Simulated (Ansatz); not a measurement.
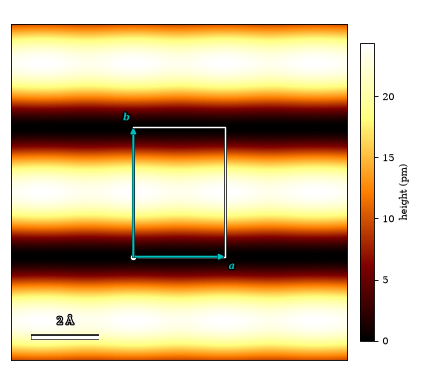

Constant-current image at a set point of 3.6 × 10⁻⁴ e/Å³ of Ru(110) (Fm-3m bulk, 9 atomic planes (those closer than 0.6 Å count as one), 11 Å), sample bias −1.00 V. The white outline is the surface cell of the coordinates below, with its origin (dot) on a lattice point and its vectors a and b marked.

Model: Tersoff–Hamann, s-wave tip, no tip–sample forces. Bias windows are sharp sums over the levels of the k mesh.

Level of theory: DFT PBE, scalar-relativistic, plane waves, PAW (Ansatz). Cutoff 420 eV, 18 × 13 k-points, Gaussian smearing 0.1 eV, dipole correction. The slab is a cut without reconstruction beyond its cell, at the source's lattice constants, with its lower half held fixed and the rest relaxed. This isn't the element's usual hcp form. No spin polarisation. The run warns that the functional's potential is rough in the thin density of the vacuum, where the tip is; weak contrasts and barriers may feel it.

```
Ru
1.0
     2.70822    0.00000    0.00000
     0.00000    3.83000    0.00000
     0.00000    0.00000   30.83288
Ru
9
Direct
  0.50000 0.50000 0.32433
  0.00000 0.00000 0.36825
  0.50000 0.50000 0.41216
  0.00000 0.00000 0.45608
  0.50000 0.50000 0.49895
  0.00000 0.00000 0.54311
  0.50000 0.50000 0.58613
  0.00000 0.00000 0.63219
  0.50000 0.50000 0.66880
```

The last single point took 4.1 min on 2 threads of Intel(R) Xeon(R) Platinum 8259CL CPU @ 2.50GHz (Skylake/Cascade Lake), with other jobs on the host, peak memory 1.8 GiB.

What lies under the maxima and minima of this image?

Answer. The brightest spots lie over points 1.4 Å to the side of the top Ru atoms and the top Ru atoms; the darkest points are over bridge points of the top Ru atoms and the Ru atoms 1.1 Å below the top plane. The corrugation is 24 pm at a mean tip height of 3.0 Å.
